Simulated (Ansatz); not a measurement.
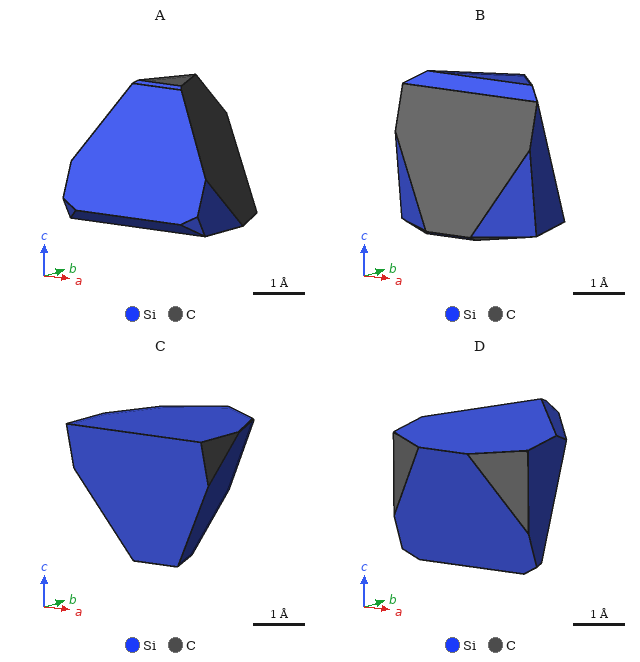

Computed Voronoi cells of the 4 sites of this structure, drawn to one scale and in one orientation; each face has the colour of the neighbour behind it.

Si3C, space group Pmn2_1 (No. 31), a = 3.320 Å, b = 6.288 Å, c = 5.566 Å, α = 90.00°, β = 90.00°, γ = 90.00°

```csv
site,Wyckoff,x,y,z
Si1,2a,0.0000,0.4389,0.9109
Si2,2a,0.5000,0.8520,0.9684
C,2a,0.0000,0.4433,0.5571
Si3,2a,0.5000,0.9102,0.5636
```

Source: coordinates from a relaxation with DFT PBE, scalar-relativistic, plane waves, PAW in Ansatz.

Which cell belongs to which site?

Answer. A is Si1 (10 faces above 1 % of the solid angle, 13.7 Å³, mostly facing C); B is Si2 (10 faces above 1 % of the solid angle, 15.1 Å³, mostly facing Si); C is C (9 faces above 1 % of the solid angle, 12.2 Å³, mostly facing Si); D is Si3 (13 faces above 1 % of the solid angle, 17.1 Å³, mostly facing Si).
